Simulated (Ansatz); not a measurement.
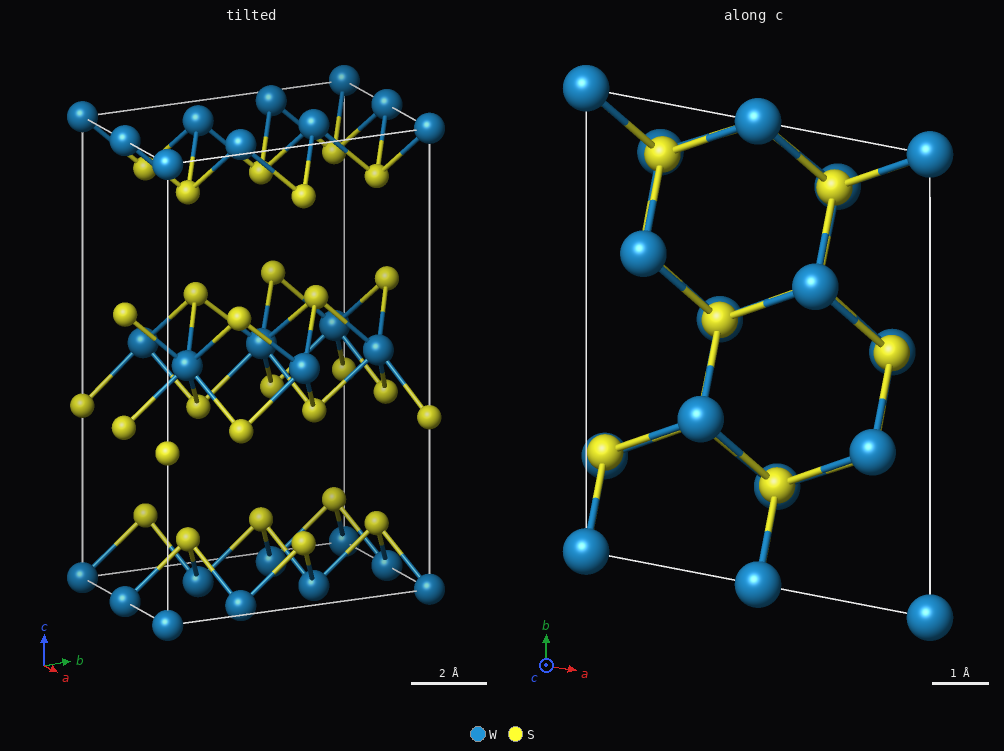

An orthographic ball-and-stick view of the structure, slightly off an axis and along the c axis. Thin lines show the simulation cell, with boundary atoms drawn in all their periodic places.

W$_{12}$S$_{23}$, a = 6.29 Å, b = 8.32 Å, c = 12.70 Å, α = 90.00°, β = 90.00°, γ = 100.89°.

Calculation details: DFT PBEsol, scalar-relativistic, plane waves, PAW in Ansatz; a kinetic-energy cutoff of 420 eV, Brillouin-zone sampling on a 2×2×2 mesh, Gaussian smearing of 0.01 eV, no spin polarisation.

Question: Metal or not?

Answer: A semiconductor at this level, with a gap of 1.15 eV on the k-mesh (the true edges may lie between mesh points, so the gap can be somewhat smaller).

Origin of the cell: a structure listed in the Materials Project, repeated into a supercell with a point defect put in. The atoms were relaxed in a fixed cell with DFT PBEsol, scalar-relativistic, plane waves, PAW (Ansatz 0.2.0).
